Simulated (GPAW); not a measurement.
System: LiF (space group Fm-3m).

Computed with GPAW 26.7.0: PAW DFT in plane waves, on a grid or in atomic orbitals, no spin polarisation; energies at scaled volumes of the given cell, shape and fractions fixed, counted from the fit's minimum, third-order Birch-Murnaghan fit. All runs: no spin polarisation.

k mesh 11×11×11; occupations Fermi–Dirac; smearing width 0.05 eV; wave cutoff 800 eV.

Settings that differ: PBE: potentials GPAW-PAW-data-sets-(gpaw-data-1.2.1); LDA: potentials GPAW-PAW-data-sets-(gpaw-data-1.2.1); PBEsol: potentials PAW-data-sets-made-by gpaw-setup-for-the-functional; r2SCAN: potentials GPAW-PAW-data-sets-(gpaw-data-1.2.1).

Describe the result: the energy against volume, with one curve for each functional. The cases: PBE; LDA; PBEsol; r2SCAN.

The fitted equilibrium volumes, smallest first, are LDA 7.777, PBEsol 8.102, r2SCAN 8.212, PBE 8.581 Å³/atom. The fitted bulk moduli, smallest first, are PBE 71.3, PBEsol 73.1, r2SCAN 75.9, LDA 85.7 GPa.

PBE:
```tsv
volume (Å³/atom)	energy (meV/atom)
7.6790	25.33
7.8424	16.40
8.0058	9.61
8.1692	4.76
8.3326	1.67
8.4959	0.19
8.6593	0.16
```

LDA:
```tsv
volume (Å³/atom)	energy (meV/atom)
7.6790	0.34
7.8424	0.15
8.0058	1.71
8.1692	4.86
8.3326	9.45
8.4959	15.31
8.6593	22.33
```

PBEsol:
```tsv
volume (Å³/atom)	energy (meV/atom)
7.6790	5.51
7.8424	2.01
8.0058	0.27
8.1692	0.12
8.3326	1.43
8.4959	4.03
8.6593	7.82
```

r2SCAN:
```tsv
volume (Å³/atom)	energy (meV/atom)
7.6790	9.09
7.8424	4.24
8.0058	1.28
8.1692	0.05
8.3326	0.41
8.4959	2.21
8.6593	5.31
```

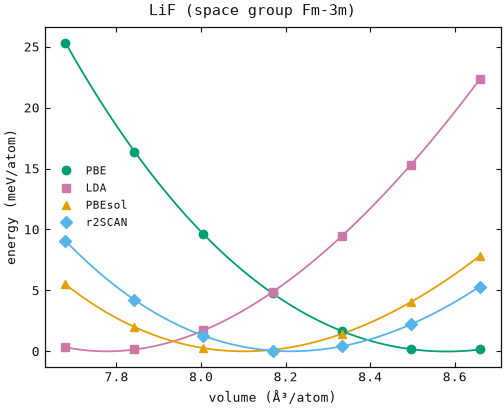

Caveats: the fit and the printed pressures don't fully agree, or the minimum lies near the end of the range.
